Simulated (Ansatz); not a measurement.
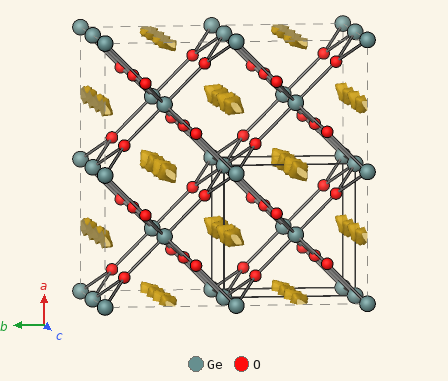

The yellow surface encloses the points that the centre of a probe sphere of radius 0.85 Å can occupy in GeO$_{2}$ (P4_2/mnm, No. 136), computed on a grid of about 0.12 Å (2×2×2 cells shown, view nearly along [001]; pale faces close the region where the box cuts it).

Atoms are hard spheres with covalent radii (Cordero): Ge 1.20 Å, O 0.66 Å.

Source of the atomic positions: coordinates from a relaxation with DFT PBE, scalar-relativistic, plane waves, PAW in Ansatz 0.2.0.

```
CELL_PARAMETERS angstrom
4.48763 0.00000 0.00000
0.00000 4.48763 0.00000
0.00000 0.00000 2.90492
ATOMIC_POSITIONS crystal
Ge 0.00000 0.00000 0.00000
Ge 0.50000 0.50000 0.50000
O 0.30714 0.30714 0.00000
O 0.19286 0.80714 0.50000
O 0.69286 0.69286 0.00000
O 0.80714 0.19286 0.50000
```

Question: Do these regions connect?

Answer: Where they connect, they form one-dimensional channels along [001].

Question: What share of the cell can the probe's centre reach?

Answer: About 2.1 % of the volume (1.2 Å³ of 58.5 Å³).

Question: Give the largest included and the largest free sphere.

Answer: The largest sphere that fits anywhere has a diameter of 2.24 Å; the largest that can travel through the crystal, about 1.9 Å.

Question: How does the connectivity change as the probe shrinks?

Answer: Below a radius of about 0.97 Å the space forms one-dimensional channels along [001]. Below a radius of about 0.72 Å the space forms a three-dimensional network. These are grid estimates, good to about 0.05 Å.
